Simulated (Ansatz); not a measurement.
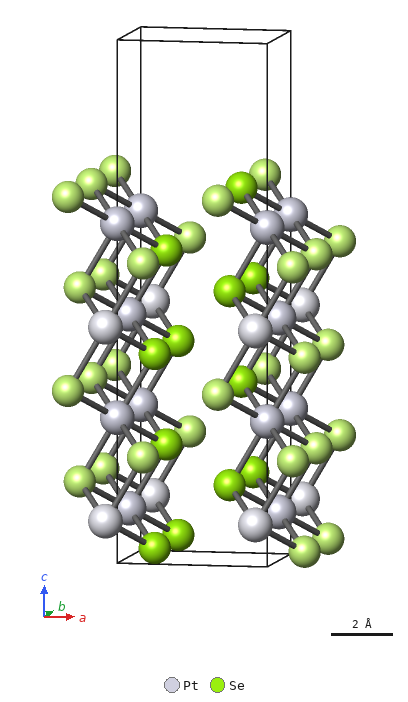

Figure 1. The structure as given in the input (ball-and-stick view of the cell of the calculation, set on other vectors, seen slightly off an axis; neighbours outside the cell are drawn fainter). An atom can appear more than once, as a periodic image. Near neighbours in the periodic cell (some may lie outside the picture): Pt has 5 Se at 2.49 Å; Pt has 6 Se at 2.49 Å; Se has 2 Pt at 2.49 Å; Se has 3 Pt at 2.49 Å.

Run report: PtSe2, single-point calculation

System: PtSe2 (12 atoms in the cell).
Method: DFT PBEsol, scalar-relativistic, plane waves, PAW, no spin polarisation (Ansatz 0.2.0).

The structure derives from an entry of the Crystallography Open Database. It belongs to a series of runs on one base structure; here: the crystal opened by +4.50 A across the cut. Figures and captions count atoms from 1; the log counts them from 0 in places.

## The input
```yaml
crystal:
  lattice:
    - [1.8620003023, -3.2250791273, 0.0]
    - [0.0, 0.0, -5.062]
    - [15.0691161308, 8.7001582546, 0.0]
  atoms:
    - { symbol: Pt, position: [0.0, 0.0, 0.6487110128] }
    - { symbol: Pt, position: [0.5, 0.0, 0.0926730018] }
    - { symbol: Pt, position: [0.0, 0.0, 0.2780190055] }
    - { symbol: Pt, position: [0.5, 0.0, 0.4633650091] }
    - { symbol: Se, position: [0.5, 0.75, 0.710493014] }
    - { symbol: Se, position: [0.0, 0.75, 0.154455003] }
    - { symbol: Se, position: [0.5, 0.75, 0.3398010067] }
    - { symbol: Se, position: [0.0, 0.75, 0.5251470103] }
    - { symbol: Se, position: [0.0, 0.25, 0.0308910006] }
    - { symbol: Se, position: [0.5, 0.25, 0.2162370043] }
    - { symbol: Se, position: [0.0, 0.25, 0.4015830079] }
    - { symbol: Se, position: [0.5, 0.25, 0.5869290116] }
basis:
  ecutwfc: 420
kpoints:
  mp_grid: { grid: [13, 9, 4] }
hamiltonian:
  xc: pbesol
scf:
  occupations: { method: gaussian, width: 0.15 }
output:
  forces: true
  stress: true
  eigenvalues: true
  write_density: true
  write_potential: true
  elf: true
  volumetric_format: npy
```

Hardware: 2 threads of Arm Neoverse V1, 24 GiB of memory available, shared host.

Run as:
```bash
ansatz run input.yaml --threads 2 --pin off --max-ram 5120MiB --backend cpu --events-out ev --progress --plain --runs-dir out
```

## The program's output
```
Engine: ansatz 0.2.0, aarch64-unknown-linux-gnu
Pseudopotentials: kind: paw
Pseudopotential: Pt, paw, valence charge 18, recommended cutoff 420 eV (normal), Pt.paw.azcp
Pseudopotential: Se, paw, valence charge 16, recommended cutoff 420 eV (normal), Se.paw.azcp
Functional definition: PBEsol
  exchange = pbesol_x
  correlation = pbesol_c
Crystal: 12 atoms, lattice volume = 328.011 Å³
Basis set: ecut = 420 eV, 6423 PW (Γ), exchange–correlation on 50×72×240 points (8 copies of the dense FFT grid, shifted against one another)
Bands: 120, of which v1, the nominal top of the filled ones, is band 100 counted from 1 (99 counted from 0)
Symmetry: 4 space group operations
Space group: P21/m (ITA 11), of the structure as read, at distance tolerance 6.9e-5 Å
k-points: 133 of 468
Non-local potential: Pt, projectors of the file, l = 0: 3, l = 1: 2, l = 2: 2, l = 3: 1
Non-local potential: Se, projectors of the file, l = 0: 2, l = 1: 2, l = 2: 3, l = 3: 1
PAW form: soft (Blöchl's): semilocal exchange-correlation on the pseudo side does not see the compensation charge
PAW frozen core: Pt, regenerated for the run's functional, and the local potential with it (the file was generated under x = pbe(κ = 0.804, μ = 0.2195149727645171), c = pbe(β = 0.06672455060314922))
PAW frozen core: Se, regenerated for the run's functional, and the local potential with it (the file was generated under x = pbe(κ = 0.804, μ = 0.2195149727645171), c = pbe(β = 0.06672455060314922))
PAW one-centre angular grid: Pt, 590 points (default); XC on 64 Gauss nodes
PAW one-centre angular grid: Se, 590 points (default); XC on 64 Gauss nodes
Initial density: superposition of atomic densities (neutral atoms: chi_scale 0, normalization atom), corrected by the library's trained network
Initial wavefunctions: pseudopotential atomic-orbital guess
Functional: x = pbesol(κ = 0.804, μ = 0.12345679012345678), c = pbesol(β = 0.046)
SCF iter   1: F=—  HF=-92931.473915 eV  |F-HF|=—  |Δ(HF+E_count)|=         —  Δρ=4.28e-3  dr2=1.61e-1  ethr=1.77e-3  ⟨swp⟩=6.1  Hψ=57076  notcnv=0  defer=392
preconditioner: auto → LDOS  [metal: Δε(μ)=0.012 eV  Ē_g=9.583 eV  σ=0.150 eV  W_gap=0.05  n_scr=94 (ndim 8)  ℏωp=19.2 eV  f_vac=0.243  D(μ)=3.42/eV (n_scr^D=12)  β→1.0]
SCF iter   2: F=—  HF=-92931.468484 eV  |F-HF|=—  |Δ(HF+E_count)|=   5.43e-3  Δρ=2.72e-3  dr2=8.31e-2  ethr=8.05e-5  ⟨swp⟩=3.0  Hψ=35507  notcnv=0  defer=993
SCF iter   3: F=—  HF=-92931.456093 eV  |F-HF|=—  |Δ(HF+E_count)|=   1.24e-2  Δρ=4.31e-4  dr2=1.32e-3  ethr=4.15e-5  ⟨swp⟩=2.0  Hψ=19186  notcnv=0  defer=993
SCF iter   4: F=—  HF=-92931.455972 eV  |F-HF|=—  |Δ(HF+E_count)|=   1.22e-4  Δρ=1.25e-4  dr2=8.15e-5  ethr=6.62e-7  ⟨swp⟩=2.1  Hψ=22073  notcnv=0  defer=993
SCF iter   5: F=—  HF=-92931.455704 eV  |F-HF|=—  |Δ(HF+E_count)|=   2.68e-4  Δρ=3.30e-5  dr2=3.55e-6  ethr=4.07e-8  ⟨swp⟩=2.4  Hψ=24751  notcnv=0  defer=990
SCF iter   6: F=—  HF=-92931.455706 eV  |F-HF|=—  |Δ(HF+E_count)|=   1.97e-6  Δρ=1.04e-5  dr2=4.11e-7  ethr=1.77e-9  ⟨swp⟩=2.0  Hψ=19831  notcnv=0  defer=990
SCF iter   7: F=-92931.455706 eV  HF=-92931.455706 eV  |F-HF|=1.65e-8  |Δ(HF+E_count)|=   9.93e-8  Δρ=3.35e-6  dr2=5.20e-8  ethr=5.00e-11  ⟨swp⟩=18.3  Hψ=123934  notcnv=0
SCF 1 converged in 7 iterations: F = -92931.455706 eV  dr2 = 5.20e-8
  Residual-converged pass: ⟨swp⟩=1.0  Hψ=16496  notcnv=0  max |occ|·‖R‖ = 7.1e-9 eV (tolerance 1.0e-8 eV)  dr2=5.20e-8  dr2_onsite=1.55e-9  max |Δocc| = 1.5e-11
  greatest PAW one-centre occupation: 1.000 electrons in one spin orbital (limit 2), on the Pt atom at site 3 (counted from 0), in its partial waves of l = 0
WARN: The output density's exchange-correlation potential varies sharply where the density is thin. Do not read a vacuum level from v_tot or v_xc, or from such a field of the output density. On a cell that repeats whose density bears no net charge and no dipole along the vacuum's axis use v_es (v_loc + v_h of the components); under efield.dipole_correction with no amplitude use v_es + v_field, which holds any external_charges[].barrier, or the levels of the report's work_function block, which leave it out; under a non-zero efield.amplitude the vacuum is tilted and has no level; on a cell that repeats and bears such a dipole with no correction it is tilted too, and efield.dipole_correction with no amplitude gives each side of its ramp a level where efield: is served; in a cell that repeats whose density bears a net charge (total_charge, or a fill off its count) it is curved and has none; of a slab under crystal.periodic whose density bears no net charge use v_es, which has a level on each side, short of where the two are joined; of another it falls or rises all the way out and has none; of a slab beside external_charges read slab_vacuum_level instead, which it has where they leave it neutral. The grid or the basis barely resolves most such structure, and the values can differ between equally converged runs; as a rule a tighter scf.convergence.dr2_threshold does not remove it. Where the density itself ripples (under the LDA too) a higher basis.ecutwfc lessens it. The files hold the spikes' plane waves up to the density's cutoff. Files: v_tot_of_output_density and the like, and their columns of v_z.tsv (output.write_potential); v_xc_of_output_density and the like, and their columns of v_comp_z.tsv (output.write_potential_components). Measured: with its Gaussian average of σ = 0.25 Å subtracted twice, the exchange-correlation potential is over 0.1 eV at 3681 of the grid points where the equally averaged density (valence and model cores) is under 1e-3 e/Å³, and 1.88 eV at the most among them, at an averaged density of 5.0e-4 e/Å³. The input density's (outcome.potential() and, of a run that writes arrays, v_tot and v_xc) is over 0.1 eV, so measured, at 3681 points of its own thin density, 1.88 eV at the most. See output.write_potential in the manual, Limitations
SCF converged after 7 iterations
Free energy (F): -92931.455706 eV
Harris-Foulkes:  -92931.455706 eV  (|F-HF|=1.65e-8)
Internal energy: -92931.416595 eV  (E = F + TS)
E sigma→0 (E₀):  -92931.436150 eV
Entropy (-TS):   -0.039111 eV (-3.259 meV/atom)
Fermi energy:    7.978904 eV
--- Per-component energies (eV) ---
  E_band       = -4796.416449
  E_kinetic    = 3492.512220
  E_local      = -65191.552446  (includes V_loc(G=0)·N_el)
  E_nonlocal   = -3921.032158
  E_hartree    = 31124.559018
  E_xc         = -1863.700578
  E_vxc        = -1988.712571  (∫ρ·V_xc dr)
  E_paw        = -52215.609430  (= ΣΔE_a)
  E_vpaw       = 563.232585  (= ΣTr[D̂ρ^β])
  E_aug_tail   = -0.004007  (compensation charges beyond the density's cutoff)
  E_ewald      = -4365.804741
  E_core_change = 9.215528  (= ΣΔE_core)
  E_smearing   = -0.039111  (= −TS)
  E_closure    = 0.000000  (closes the sum)
  Σ components = -92931.455706   (vs F -92931.455706, Δ=0.00e0)
--- Forces (eV/Å), atoms counted from 1 ---
  atom   1  Pt    -0.10562477    -0.06098249     0.90785150
  atom   2  Pt     0.10562477     0.06098249    -0.90785150
  atom   3  Pt    -0.10137609    -0.05852951    -0.27728979
  atom   4  Pt     0.10137609     0.05852951     0.27728979
  atom   5  Se    -0.44670547    -0.25790552    -0.67895885
  atom   6  Se    -0.57369171    -0.33122106     0.39287647
  atom   7  Se    -0.40085184    -0.23143192     0.49003360
  atom   8  Se     0.13152516     0.07593609     0.04808423
  atom   9  Se     0.44670547     0.25790552     0.67895885
  atom  10  Se    -0.13152516    -0.07593609    -0.04808423
  atom  11  Se     0.40085184     0.23143192    -0.49003360
  atom  12  Se     0.57369171     0.33122106    -0.39287647
  max |Σ_I F_I| component: 2.78e-16 eV/Å
--- Stress (GPa, compression-positive) ---
       -0.689175       0.640976      -0.665878
        0.640976      -1.429310      -0.384445
       -0.665877      -0.384444      -1.372424
  P = ⅓ Tr σ = -1.1636 GPa (-11.636 kbar)
--- Band table (eV; the first three rows and the last of 133) ---
  k-point 0: bands = ["-91.3281", "-91.3280", "-90.6884", "-90.6884", "-45.5642", "-45.5627", "-45.5429", "-45.5378", "-45.4471", "-45.4469", "-44.9400", "-44.9400", "-44.9390", "-44.9390", "-44.7347", "-44.7347", "-40.7497", "-40.7497", "-40.7263", "-40.7263", "-40.7195", "-40.7195", "-40.6544", "-40.6544", "-40.6518", "-40.6518", "-40.3936", "-40.3933", "-40.3929", "-40.3926", "-40.3864", "-40.3855", "-40.3824", "-40.3791", "-40.3782", "-40.3780", "-40.1916", "-40.1916", "-40.1703", "-40.1703", "-40.1697", "-40.1697", "-40.1177", "-40.1177", "-40.1144", "-40.1144", "-39.4333", "-39.4333", "-39.4324", "-39.4324", "-39.4032", "-39.4032", "-39.3899", "-39.3899", "-39.3836", "-39.3836", "-7.3724", "-6.8421", "-6.1158", "-5.4722", "-5.1382", "-4.8503", "-4.2865", "-4.2857", "1.1840", "1.2967", "1.8401", "1.8642", "1.8804", "2.1682", "2.3923", "2.4791", "2.7589", "2.7742", "3.0368", "3.0389", "3.2860", "4.0620", "4.1022", "4.2235", "4.3249", "4.6313", "4.8064", "4.8137", "5.0746", "5.1203", "5.4302", "5.5922", "5.5977", "5.6171", "5.8431", "6.2252", "6.2794", "6.5636", "6.9835", "7.0086", "7.1984", "7.2594", "7.5651", "8.0609", "8.5829", "9.0410", "9.2170", "9.6209", "9.7853", "10.1765", "10.6664", "10.7338", "11.6134", "11.6286", "12.7881", "12.9463", "12.9571", "13.4334", "14.1949", "14.4524", "14.4570", "14.7370", "14.9652", "15.4577"]
  k-point 1: bands = ["-91.3281", "-91.3280", "-90.6884", "-90.6884", "-45.5642", "-45.5627", "-45.5429", "-45.5378", "-45.4471", "-45.4469", "-44.9400", "-44.9400", "-44.9390", "-44.9390", "-44.7347", "-44.7347", "-40.7497", "-40.7497", "-40.7263", "-40.7263", "-40.7195", "-40.7195", "-40.6544", "-40.6544", "-40.6518", "-40.6518", "-40.3936", "-40.3933", "-40.3929", "-40.3926", "-40.3864", "-40.3855", "-40.3824", "-40.3791", "-40.3782", "-40.3780", "-40.1916", "-40.1916", "-40.1703", "-40.1703", "-40.1697", "-40.1697", "-40.1177", "-40.1177", "-40.1144", "-40.1144", "-39.4333", "-39.4333", "-39.4324", "-39.4324", "-39.4032", "-39.4032", "-39.3899", "-39.3899", "-39.3836", "-39.3836", "-7.3724", "-6.8421", "-6.1158", "-5.4723", "-5.1381", "-4.8503", "-4.2866", "-4.2856", "1.1840", "1.2966", "1.8401", "1.8641", "1.8804", "2.1682", "2.3934", "2.4787", "2.7589", "2.7742", "3.0369", "3.0383", "3.2862", "4.0620", "4.1012", "4.2235", "4.3255", "4.6313", "4.8068", "4.8119", "5.0745", "5.1203", "5.4366", "5.5924", "5.5954", "5.6171", "5.8447", "6.2163", "6.2792", "6.5611", "6.9837", "7.0273", "7.1982", "7.2496", "7.5704", "8.0495", "8.5870", "9.0385", "9.2170", "9.6212", "9.7854", "10.1762", "10.6674", "10.7330", "11.5651", "11.7448", "12.5479", "12.9423", "13.0233", "13.6631", "14.1653", "14.4295", "14.4629", "14.5800", "15.0300", "15.4590"]
  k-point 2: bands = ["-91.3281", "-91.3280", "-90.6884", "-90.6884", "-45.5642", "-45.5627", "-45.5429", "-45.5378", "-45.4471", "-45.4469", "-44.9400", "-44.9400", "-44.9391", "-44.9390", "-44.7347", "-44.7347", "-40.7497", "-40.7497", "-40.7263", "-40.7263", "-40.7195", "-40.7195", "-40.6544", "-40.6544", "-40.6518", "-40.6518", "-40.3936", "-40.3933", "-40.3929", "-40.3926", "-40.3864", "-40.3855", "-40.3824", "-40.3791", "-40.3782", "-40.3780", "-40.1916", "-40.1916", "-40.1703", "-40.1703", "-40.1697", "-40.1697", "-40.1177", "-40.1177", "-40.1144", "-40.1144", "-39.4333", "-39.4333", "-39.4324", "-39.4324", "-39.4032", "-39.4032", "-39.3899", "-39.3899", "-39.3836", "-39.3836", "-7.3724", "-6.8421", "-6.1158", "-5.4724", "-5.1381", "-4.8504", "-4.2867", "-4.2855", "1.1840", "1.2965", "1.8401", "1.8640", "1.8804", "2.1682", "2.3945", "2.4782", "2.7589", "2.7742", "3.0371", "3.0377", "3.2865", "4.0620", "4.1001", "4.2235", "4.3260", "4.6313", "4.8076", "4.8098", "5.0744", "5.1202", "5.4433", "5.5909", "5.5944", "5.6172", "5.8463", "6.2074", "6.2791", "6.5587", "6.9840", "7.0474", "7.1981", "7.2382", "7.5759", "8.0380", "8.5911", "9.0359", "9.2170", "9.6215", "9.7855", "10.1759", "10.6684", "10.7322", "11.5528", "11.8517", "12.3594", "12.9411", "13.0395", "13.9879", "14.0728", "14.3306", "14.4477", "14.4785", "15.0759", "15.4596"]
  k-point 132: bands = ["-91.3280", "-91.3280", "-90.6883", "-90.6883", "-45.5704", "-45.5702", "-45.5402", "-45.5396", "-45.4467", "-45.4467", "-44.9458", "-44.9458", "-44.9397", "-44.9397", "-44.7343", "-44.7343", "-40.7494", "-40.7494", "-40.7264", "-40.7264", "-40.7195", "-40.7195", "-40.6549", "-40.6549", "-40.6513", "-40.6513", "-40.3935", "-40.3934", "-40.3929", "-40.3928", "-40.3856", "-40.3856", "-40.3813", "-40.3812", "-40.3777", "-40.3777", "-40.1914", "-40.1914", "-40.1704", "-40.1704", "-40.1697", "-40.1697", "-40.1183", "-40.1183", "-40.1140", "-40.1140", "-39.4337", "-39.4337", "-39.4320", "-39.4320", "-39.4034", "-39.4034", "-39.3897", "-39.3897", "-39.3835", "-39.3835", "-5.8267", "-5.7803", "-5.6556", "-5.5230", "-5.2891", "-5.2507", "-4.2454", "-4.2444", "0.8062", "0.8347", "1.4752", "1.5350", "2.0396", "2.1014", "2.4169", "2.4199", "2.9074", "3.0926", "3.1175", "3.3433", "3.4154", "3.6326", "4.0146", "4.0931", "4.3574", "4.3909", "4.7079", "4.7646", "4.8331", "4.8816", "5.0183", "5.0439", "5.0751", "5.1899", "5.3012", "5.4407", "5.7671", "5.8324", "5.9587", "5.9979", "6.4856", "6.6164", "7.6941", "7.7403", "8.2083", "8.2699", "9.3845", "9.5261", "9.7996", "9.9567", "10.2397", "10.2740", "11.9153", "11.9269", "12.9710", "13.1011", "13.5838", "13.6373", "14.1769", "14.3188", "15.5228", "15.6237", "15.8417", "15.9953"]
```

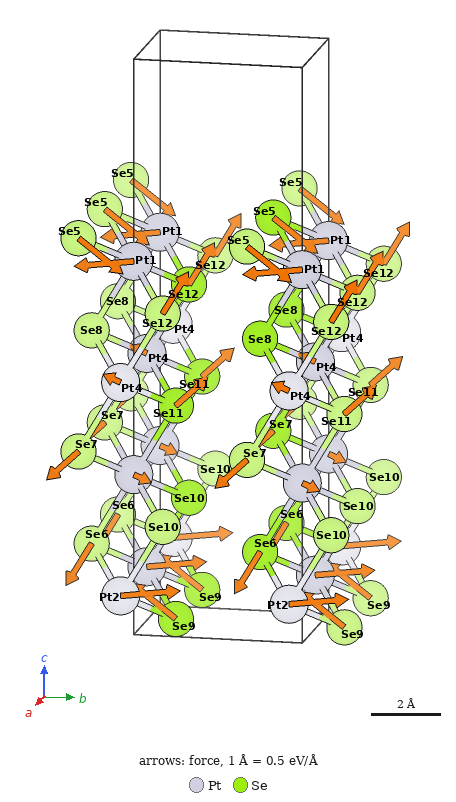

Figure 2. Forces on the atoms as orange arrows (ball-and-stick view of the cell of the calculation, seen slightly off an axis; neighbours outside the cell are drawn fainter; atoms are numbered from 1 in the order of the input). The largest act on Pt1, Pt2 (0.92 eV/Å); Se5, Se9 (0.85 eV/Å); Se6, Se12 (0.77 eV/Å); Se7, Se11 (0.67 eV/Å), among others. The geometry is not a stationary point of this energy.

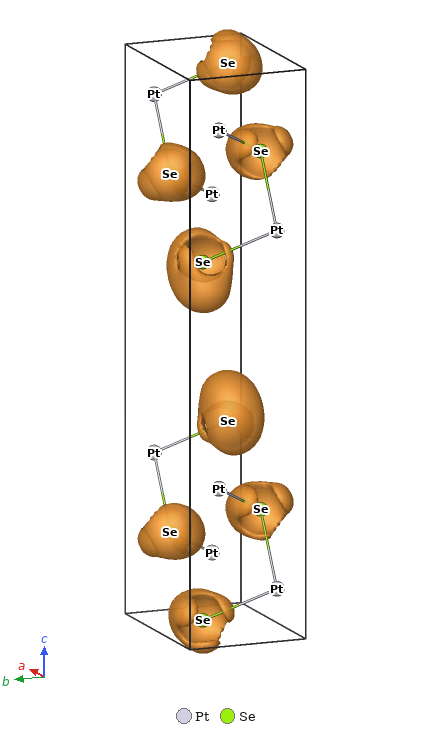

Figure 3. Isosurface of the electron localisation function at 0.75 (orange), seen at an oblique angle. Only the valence region is drawn (cores and ρ < 0.01 e/Å³ removed). Sticks mark near contacts. The outline is the cell set on symmetry axes. Along the contacts the grid gives the following. Pt–Se (2.49 Å): the ELF is about 0.45 at the midpoint. The fields are those of the smooth PAW valence density.

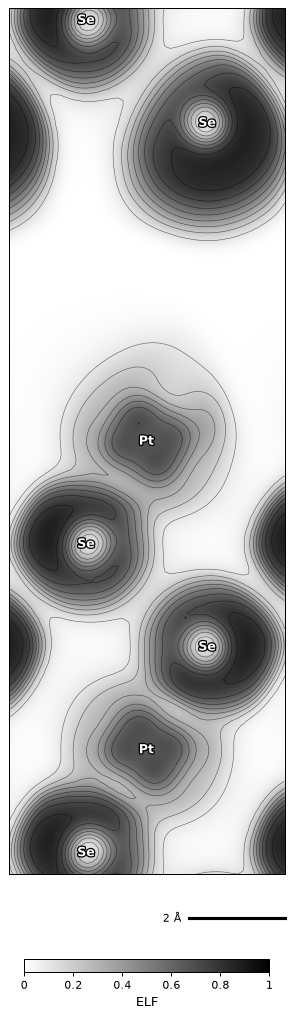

Figure 4. Electron localisation function on the (010) plane of the conventional cell. Atoms in the plane: Pt and Se. Pt–Se (2.49 Å): the ELF is about 0.45 at the midpoint. The strong features right at Pt lie inside the PAW spheres (semicore, d or f shells) and say nothing about bonding.

## Summary

| quantity | value |
| --- | --- |
| outcome | converged |
| space group (tolerance 0.01 Å) | P2₁/m (11) |
| electrons treated | 200 |
| free energy | −92931.4557 eV |
| Fermi energy | 7.979 eV |
| gap on the k-point mesh | none (metallic) |
| pressure | −1.16 GPa |
| largest force (length of the vector) | 0.916 eV/Å |
| wall time | 4.3 min (CPU time 8.5 min) |
| peak memory | 3 GiB |

## Notes

The program warns: the exchange-correlation potential is rough where the density is thin. Spin–orbit coupling is left out, which matters for Pt.
